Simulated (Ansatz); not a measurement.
**What a change does: band-structure calculation on Ta3N5**

System: Ta3N5 (Cmcm, 16 atoms in the cell).
Method of run A: DFT, PBE0, plane waves, PAW, no spin polarisation (Ansatz 0.2.0).

The structure derives from an entry of the Crystallography Open Database. The geometry comes from this level: r2SCAN. Text and figures count atoms from 1; the logs count them from 0 in places.

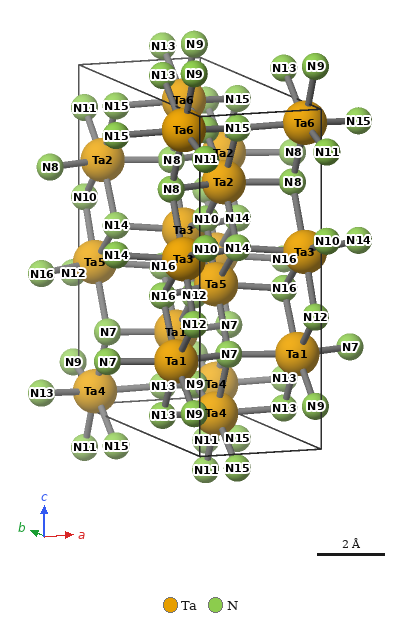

Figure 1. The structure as given in the input (ball-and-stick view of the cell 2 times as large as that of the calculation, set on its symmetry axes, seen slightly off an axis; bonded neighbours outside the cell are drawn too; atoms are numbered from 1 in the order of the input).

Input, run A:
```yaml
crystal:
  lattice:
    - [1.936181376, -5.1301630541, 0.0]
    - [1.936181376, 5.1301630541, 0.0]
    - [0.0, 0.0, 10.2972280335]
  atoms:
    - { symbol: Ta, position: [0.8032532813, 0.1967467187, 0.25] }
    - { symbol: Ta, position: [0.1967467187, 0.8032532813, 0.75] }
    - { symbol: Ta, position: [0.8666648803, 0.1333351197, 0.5599947404] }
    - { symbol: Ta, position: [0.1333351197, 0.8666648803, 0.0599947404] }
    - { symbol: Ta, position: [0.1333351197, 0.8666648803, 0.4400052596] }
    - { symbol: Ta, position: [0.8666648803, 0.1333351197, 0.9400052596] }
    - { symbol: "N", position: [0.2369586179, 0.7630413821, 0.25] }
    - { symbol: "N", position: [0.7630413821, 0.2369586179, 0.75] }
    - { symbol: "N", position: [0.9530138634, 0.0469861366, 0.1187350852] }
    - { symbol: "N", position: [0.0469861366, 0.9530138634, 0.6187350852] }
    - { symbol: "N", position: [0.0469861366, 0.9530138634, 0.8812649148] }
    - { symbol: "N", position: [0.9530138634, 0.0469861366, 0.3812649148] }
    - { symbol: "N", position: [0.6920968297, 0.3079031703, 0.0740770239] }
    - { symbol: "N", position: [0.3079031703, 0.6920968297, 0.5740770239] }
    - { symbol: "N", position: [0.3079031703, 0.6920968297, 0.9259229761] }
    - { symbol: "N", position: [0.6920968297, 0.3079031703, 0.4259229761] }
kpoints:
  mp_grid: { grid: [4, 4, 2] }
  band_path:
    path:
      - [0.0, 0.0, 0.0]
      - [-0.5, 0.5, 0.0]
      - [-0.2856098175, 0.7143901825, 0.0]
      - [0.2856098175, 0.2856098175, 0.0]
      - [0.0, 0.0, 0.5]
      - [0.2856098175, 0.2856098175, 0.5]
      - [-0.2856098175, 0.7143901825, 0.5]
      - [-0.5, 0.5, 0.5]
      - [0.0, 0.5, 0.0]
      - [0.140625, 0.140625, 0.0]
      - [-0.3, 0.3, 0.0]
    npoints: 1
hamiltonian:
  xc: pbe0
scf:
  occupations: { method: fixed }
  n_extra_bands: 8
output:
  forces: true
  stress: true
  eigenvalues: true
```

Launched with:
```bash
ansatz run input.yaml --threads 8 --pin off --max-ram 20275MiB --backend cpu --events-out ev --progress --plain --runs-dir out
```

Hardware: 8 threads of Arm Neoverse V2, 24 GiB of memory available, shared host.

Output, shortened to warnings, some set-up lines, iterations and results (run A):
```
Warning: output.stress: scf.convergence.dr2_threshold = 1e-7 eV (the SCF's general default) is looser than the 1.6e-9 eV advised for a printed stress (1e-10 eV for each atom of the cell: 16). What an SCF threshold leaves in a stress goes as its square root, and in the free energy as the threshold itself, and one threshold admits the most on a small cell: of the crystals measured, under no hybrid …
Warning: output.stress: scf.exx.energy_threshold = 1e-6 eV is looser than the 1.6e-7 eV advised for a stress under a hybrid functional (1e-8 eV for each atom of the cell: 16). Every SCF of the exchange loop can meet its threshold on dr2 while the loop round them stops early: no threshold on dr2 bounds what that leaves in the stress. Set scf.exx.energy_threshold to 1.6e-7 eV or tighter. The …
Basis set: ecut = 420 eV, 4005 PW (Γ), exchange–correlation on 80×80×144 points (8 copies of the dense FFT grid, shifted against one another)
Symmetry: 8 space group operations
k-points: 14 of 32
Initial density: superposition of atomic densities (neutral atoms: chi_scale 0, normalization atom), corrected by the library's trained network
[...]
SCF iter   1: F=—  HF=-63450.162380 eV  |F-HF|=—  |Δ(HF+E_count)|=         —  Δρ=1.13e-2  dr2=3.01e-1  ethr=1.77e-3  ⟨swp⟩=5.2  Hψ=4439  notcnv=0
SCF iter   2: F=—  HF=-63450.147171 eV  |F-HF|=—  |Δ(HF+E_count)|=   1.52e-2  Δρ=1.05e-2  dr2=2.36e-1  ethr=2.35e-4  ⟨swp⟩=4.1  Hψ=3002  notcnv=0  defer=1
SCF iter   3: F=—  HF=-63450.097626 eV  |F-HF|=—  |Δ(HF+E_count)|=   4.95e-2  Δρ=2.54e-3  dr2=6.70e-3  ethr=5.05e-6  ⟨swp⟩=3.1  Hψ=5261  notcnv=0
SCF iter   4: F=—  HF=-63450.099192 eV  |F-HF|=—  |Δ(HF+E_count)|=   1.57e-3  Δρ=1.68e-3  dr2=6.55e-3  ethr=5.05e-6  ⟨swp⟩=3.9  Hψ=2886  notcnv=0
SCF iter   5: F=-63450.098365 eV  HF=-63450.098258 eV  |F-HF|=1.07e-4  |Δ(HF+E_count)|=   9.33e-4  Δρ=4.26e-4  dr2=1.22e-4  ethr=5.05e-6  ⟨swp⟩=3.1  Hψ=2530  notcnv=0
[... 14 lines ...]
SCF iter   4: F=—  HF=-63439.397071 eV  |F-HF|=—  |Δ(HF+E_count)|=   1.43e-7  Δρ=6.78e-6  dr2=1.43e-7  ethr=4.68e-10  ⟨swp⟩=3.8  Hψ=2830  notcnv=0
SCF iter   5: F=—  HF=-63439.397072 eV  |F-HF|=—  |Δ(HF+E_count)|=   2.71e-7  Δρ=3.30e-6  dr2=2.27e-8  ethr=7.94e-11  ⟨swp⟩=5.9  Hψ=2949  notcnv=0  defer=2
SCF iter   6: F=—  HF=-63439.397072 eV  |F-HF|=—  |Δ(HF+E_count)|=   4.92e-9  Δρ=1.08e-6  dr2=6.87e-9  ethr=1.40e-11  ⟨swp⟩=3.0  Hψ=2434  notcnv=0
SCF iter   7: F=-63439.397072 eV  HF=-63439.397072 eV  |F-HF|=3.04e-9  |Δ(HF+E_count)|=   3.76e-8  Δρ=1.21e-6  dr2=4.51e-9  ethr=3.48e-12 (applied; sched 1.24e-12)  ⟨swp⟩=6.7 …
SCF 3 converged in 7 iterations: F = -63439.397072 eV  dr2 = 4.51e-9
  Residual-converged pass: ⟨swp⟩=2.1  Hψ=2116  notcnv=0  max |occ|·‖R‖ = 1.2e-6 eV (tolerance 1.3e-6 eV)  dr2=4.50e-9  dr2_onsite=9.06e-11  max |Δocc| = 0.0e0
hybrid outer 2: dexx = +7.402e-6 eV, tail = 5.44e-8 eV, Δε = 2.27e-3 eV (about 4.66e-5 eV left of the loop's levels), ΔF = 8.55e-3 eV/Å (tail 7.51e-4)
the search or the solves at the SCF's close seem to have found levels that the self-consistency loop had missed (the run counts 1). By its estimate they hold under 1e-12 electrons; where the run keeps them, the occupations were computed again with them
NSCF: frozen V_eff on 11 k-points
hybrid SCF converged: 2 outer / 16 inner (+5 warm-up), last move |dexx| = 7.40e-6 eV, tail = 5.44e-8 eV
Stability not checked: this state was not tested for a lower state beside it, because the functional holds exact exchange (a hybrid, or Hartree-Fock), whose exchange loop this test does not read (fock_operator; see scf.lower_state_search)
Free energy (F): -63439.397073 eV
Frozen-core exchange: fock
Harris-Foulkes:  -63439.397073 eV  (|F-HF|=3.04e-9)
Internal energy: -63439.397073 eV  (E = F + TS)
E sigma→0 (E₀):  -63439.397073 eV
Fermi energy:    10.912960 eV
--- Per-component energies (eV) ---
  E_band       = -1294.167847
  E_kinetic    = 3485.791661
  E_local      = -7429.285635  (includes V_loc(G=0)·N_el)
  E_nonlocal   = 545.081241
  E_hartree    = 2622.500992
  E_xc         = -1473.463036
  E_vxc        = -1532.565096  (∫ρ·V_xc dr)
  E_exx        = -404.918267  (= α·E_x^exact, valence–valence)
  E_paw        = -51668.451324  (= ΣΔE_a)
  E_vpaw       = -798.355297  (= ΣTr[D̂ρ^β])
  E_aug_tail   = 0.001820  (compensation charges beyond the density's cutoff)
  E_ewald      = -9096.234928
  E_core_change = -20.419596  (= ΣΔE_core)
  E_smearing   = -0.000000  (= −TS)
  E_closure    = -0.000000  (closes the sum)
  Σ components = -63439.397073   (vs F -63439.397073, Δ=7.28e-12)
--- Forces (eV/Å), atoms counted from 1 ---
  atom   1  Ta    -0.00000000    -0.02443336     0.00000000
  atom   2  Ta     0.00000000     0.02443336    -0.00000000
  atom   3  Ta     0.00000000    -0.03748034    -0.07247909
  atom   4  Ta    -0.00000000     0.03748034    -0.07247909
  atom   5  Ta    -0.00000000     0.03748034     0.07247909
  atom   6  Ta     0.00000000    -0.03748034     0.07247909
  atom   7  N     -0.00000000     0.04044112    -0.00000000
  atom   8  N      0.00000000    -0.04044112     0.00000000
  atom   9  N     -0.00000000    -0.00166113    -0.11601978
  atom  10  N      0.00000000     0.00166113    -0.11601978
  atom  11  N      0.00000000     0.00166113     0.11601978
  atom  12  N     -0.00000000    -0.00166113     0.11601978
  atom  13  N     -0.00000000    -0.12317482     0.04991673
[...]
```

Run B used a changed input.

The two runs side by side:

| quantity | run A | run B |
| --- | --- | --- |
| outcome | converged | converged |
| free energy per atom (eV) | −3964.9623 | −3965.8203 |
| gap on the mesh (eV) | 3.00 | 2.30 |
| pressure (GPa) | −1.43 | −1.48 |
| largest force (eV/Å) | 0.133 | 0.130 |
| SCF iterations | 21 | 21 |
| irreducible k-points | 14 | 14 |
| plane waves at Γ | 4005 | 4005 |
| wall time (shared host) | 1.9 min | 1.9 min |

Which change of the input explains these differences?

The change (lines with − go, lines with + come):
```diff
-  xc: pbe0
+  xc: hse06
```

The total energies belong to different methods, so their difference says nothing on which is more stable or more accurate. The gap on the mesh goes from 3.00 to 2.30 eV. The functional changes from PBE0 to HSE06. The number of SCF iterations is the same.

Output, shortened to warnings, some set-up lines, iterations and results (run B):
```
Warning: output.stress: scf.convergence.dr2_threshold = 1e-7 eV (the SCF's general default) is looser than the 1.6e-9 eV advised for a printed stress (1e-10 eV for each atom of the cell: 16). What an SCF threshold leaves in a stress goes as its square root, and in the free energy as the threshold itself, and one threshold admits the most on a small cell: of the crystals measured, under no hybrid …
Warning: output.stress: scf.exx.energy_threshold = 1e-6 eV is looser than the 1.6e-7 eV advised for a stress under a hybrid functional (1e-8 eV for each atom of the cell: 16). Every SCF of the exchange loop can meet its threshold on dr2 while the loop round them stops early: no threshold on dr2 bounds what that leaves in the stress. Set scf.exx.energy_threshold to 1.6e-7 eV or tighter. The …
Basis set: ecut = 420 eV, 4005 PW (Γ), exchange–correlation on 80×80×144 points (8 copies of the dense FFT grid, shifted against one another)
Symmetry: 8 space group operations
k-points: 14 of 32
Initial density: superposition of atomic densities (neutral atoms: chi_scale 0, normalization atom), corrected by the library's trained network
[...]
SCF iter   1: F=—  HF=-63450.163085 eV  |F-HF|=—  |Δ(HF+E_count)|=         —  Δρ=1.13e-2  dr2=3.00e-1  ethr=1.77e-3  ⟨swp⟩=5.2  Hψ=4439  notcnv=0
SCF iter   2: F=—  HF=-63450.148097 eV  |F-HF|=—  |Δ(HF+E_count)|=   1.50e-2  Δρ=1.05e-2  dr2=2.35e-1  ethr=2.34e-4  ⟨swp⟩=4.1  Hψ=3002  notcnv=0  defer=1
SCF iter   3: F=—  HF=-63450.098779 eV  |F-HF|=—  |Δ(HF+E_count)|=   4.93e-2  Δρ=2.54e-3  dr2=6.68e-3  ethr=5.03e-6  ⟨swp⟩=3.1  Hψ=5260  notcnv=0
SCF iter   4: F=—  HF=-63450.100351 eV  |F-HF|=—  |Δ(HF+E_count)|=   1.57e-3  Δρ=1.68e-3  dr2=6.53e-3  ethr=5.03e-6  ⟨swp⟩=3.9  Hψ=2886  notcnv=0
SCF iter   5: F=-63450.099529 eV  HF=-63450.099422 eV  |F-HF|=1.07e-4  |Δ(HF+E_count)|=   9.29e-4  Δρ=4.25e-4  dr2=1.22e-4  ethr=5.03e-6  ⟨swp⟩=3.1  Hψ=2530  notcnv=0
[... 14 lines ...]
SCF iter   4: F=—  HF=-63453.125493 eV  |F-HF|=—  |Δ(HF+E_count)|=   2.91e-7  Δρ=6.23e-6  dr2=1.62e-7  ethr=9.07e-11  ⟨swp⟩=5.9  Hψ=3469  notcnv=0  defer=1
SCF iter   5: F=—  HF=-63453.125493 eV  |F-HF|=—  |Δ(HF+E_count)|=   2.49e-8  Δρ=3.49e-6  dr2=8.32e-8  ethr=9.07e-11  ⟨swp⟩=4.0  Hψ=2988  notcnv=0
SCF iter   6: F=—  HF=-63453.125493 eV  |F-HF|=—  |Δ(HF+E_count)|=   2.18e-8  Δρ=1.07e-6  dr2=7.87e-9  ethr=6.37e-11  ⟨swp⟩=3.0  Hψ=2422  notcnv=0
SCF iter   7: F=-63453.125493 eV  HF=-63453.125493 eV  |F-HF|=1.16e-10  |Δ(HF+E_count)|=   1.44e-9  Δρ=1.89e-7  dr2=7.12e-10  ethr=4.85e-12  ⟨swp⟩=4.0  Hψ=2795  notcnv=0
SCF 3 converged in 7 iterations: F = -63453.125493 eV  dr2 = 7.12e-10
  Residual-converged pass: ⟨swp⟩=3.0  Hψ=2238  notcnv=0  max |occ|·‖R‖ = 1.2e-6 eV (tolerance 1.3e-6 eV)  dr2=7.10e-10  dr2_onsite=5.65e-12  max |Δocc| = 0.0e0
hybrid outer 2: dexx = +3.431e-6 eV, tail = 2.92e-8 eV, Δε = 1.43e-3 eV (about 2.44e-5 eV left of the loop's levels), ΔF = 6.67e-3 eV/Å (tail 5.28e-4)
the search or the solves at the SCF's close seem to have found levels that the self-consistency loop had missed (the run counts 1). By its estimate they hold under 1e-12 electrons; where the run keeps them, the occupations were computed again with them
NSCF: frozen V_eff on 11 k-points
hybrid SCF converged: 2 outer / 16 inner (+5 warm-up), last move |dexx| = 3.43e-6 eV, tail = 2.92e-8 eV
Stability not checked: this state was not tested for a lower state beside it, because the functional holds exact exchange (a hybrid, or Hartree-Fock), whose exchange loop this test does not read (fock_operator; see scf.lower_state_search)
Free energy (F): -63453.125494 eV
Frozen-core exchange: fock
Harris-Foulkes:  -63453.125494 eV  (|F-HF|=1.16e-10)
Internal energy: -63453.125494 eV  (E = F + TS)
E sigma→0 (E₀):  -63453.125494 eV
Fermi energy:    11.255009 eV
--- Per-component energies (eV) ---
  E_band       = -1242.703108
  E_kinetic    = 3486.282478
  E_local      = -7431.195761  (includes V_loc(G=0)·N_el)
  E_nonlocal   = 545.305601
  E_hartree    = 2623.913164
  E_xc         = -1528.046704
  E_vxc        = -1579.517729  (∫ρ·V_xc dr)
  E_exx        = -351.922714  (= α·E_x^exact, valence–valence)
  E_paw        = -51680.889068  (= ΣΔE_a)
  E_vpaw       = -807.559409  (= ΣTr[D̂ρ^β])
  E_aug_tail   = 0.001819  (compensation charges beyond the density's cutoff)
  E_ewald      = -9096.234928
  E_core_change = -20.339381  (= ΣΔE_core)
  E_smearing   = -0.000000  (= −TS)
  E_closure    = 0.000000  (closes the sum)
  Σ components = -63453.125494   (vs F -63453.125494, Δ=0.00e0)
--- Forces (eV/Å), atoms counted from 1 ---
  atom   1  Ta    -0.00000000    -0.02131569    -0.00000000
  atom   2  Ta     0.00000000     0.02131569     0.00000000
  atom   3  Ta     0.00000000    -0.02160227    -0.07582728
  atom   4  Ta    -0.00000000     0.02160227    -0.07582728
  atom   5  Ta    -0.00000000     0.02160227     0.07582728
  atom   6  Ta     0.00000000    -0.02160227     0.07582728
  atom   7  N     -0.00000000     0.04359528    -0.00000000
  atom   8  N      0.00000000    -0.04359528     0.00000000
  atom   9  N     -0.00000000     0.00079160    -0.11066913
  atom  10  N      0.00000000    -0.00079160    -0.11066913
  atom  11  N      0.00000000    -0.00079160     0.11066913
  atom  12  N     -0.00000000     0.00079160     0.11066913
  atom  13  N     -0.00000000    -0.11987477     0.04907068
[...]
```

For both runs: Warnings: the exchange loop's threshold is looser than advised for the stress; the SCF threshold is looser than advised for the printed stress. Spin–orbit coupling is left out, which matters for Ta.
